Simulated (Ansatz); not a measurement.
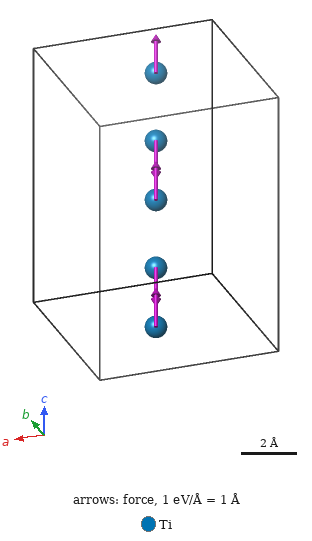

Starting geometry of a wire of composition Ti with the computed forces as purple arrows. Style: ball-and-stick. Shown: the 2 repeat of the cell, with the vacuum cut short, from a free direction.

Case: dimerised chain of atoms.

Method: DFT PBE, scalar-relativistic, plane waves, PAW (Ansatz 0.2.0). Set-up: plane-wave cutoff 420 eV; k-point mesh 1 × 1 × 13; occupations gaussian; smearing width 0.05 eV; collinear spin; cell relaxed at fixed a, b, alpha, beta, gamma; force threshold 0.01 eV/Å; at most 45 steps.

> What follows when this structure is relaxed?

It isn't relaxed: the largest force vector, on Ti atoms, is 1.60 eV/Å. The atoms end up moving mostly along the starting forces (cosine between the two patterns 1.00). The largest moves relative to the layer's centre, 0.18 Å, are those of Ti atoms. Along the periodic axis the drawn cell goes c 10.362 → 9.729 Å (−6.1 %). Some distances before and after: Ti–Ti 2.409 → 1.899 Å, Ti–Ti 2.772 → 2.965 Å. The energy falls by 0.857 eV per cell of the calculation in 8 accepted moves (10 points after the start). The largest force component goes from 1.6 to 0.0011 eV/Å. The line search rejected the trial step at point 3 of the run. The SCF was repeated once at an unchanged geometry on a basis and grid sized afresh for the cell, which shifted the energy by 0.7 meV per cell of the calculation at most. The program noted that the starting moments weren't kept. The run may lie on a higher electronic state than the lowest, so the end point isn't shown to be the ground-state structure.

Limits of the set-up: the k-point mesh is coarse for a cell with partly filled bands.
